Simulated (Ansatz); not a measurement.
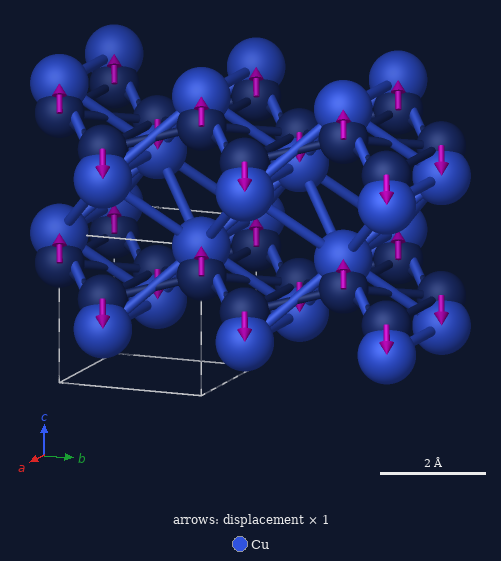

This is a relaxation of a crystal of Cu (set up in P-1). The starting structure is drawn faded, the final one solid; purple arrows show the displacements, at their true length.

Style: ball-and-stick. Shown: the cell of the calculation, repeated 2 × 3 × 2 with one cell outlined, slightly off an axis.

Method: Ansatz, DFT PBE, scalar-relativistic, plane waves, PAW. Set-up: plane-wave cutoff 420 eV; k-point mesh 12 × 12 × 12; occupations gaussian; smearing width 0.15 eV; no spin polarisation; atoms relaxed in a fixed cell; force threshold 0.01 eV/Å; at most 80 steps.

### What happened in the run?

After 4 accepted moves (5 points after the start) the energy has fallen by 8.827 eV per cell of the calculation. The largest force component goes from 20 to 0.0052 eV/Å. 1 step only repeated the SCF at the same geometry. The largest moves, 0.60 Å, are those of Cu atoms. The cell doesn't change. Some distances before and after: Cu–Cu 3.604 → 2.501 Å, Cu–Cu 1.551 → 2.502 Å, Cu–Cu 3.402 → 2.501 Å, Cu–Cu 3.156 → 2.502 Å. New bonds form: Cu–Cu (3.16 → 2.50 Å), Cu–Cu (3.40 → 2.50 Å), Cu–Cu (3.60 → 2.50 Å). Bond angles that change, for instance: Cu–Cu–Cu 150.4° → 107.7°, Cu–Cu–Cu 114.1° → 72.3°, Cu–Cu–Cu 140.8° → 107.7°. The space group (tolerance 0.01 Å) goes from P-1 (No. 2) to I4/mmm (No. 139).
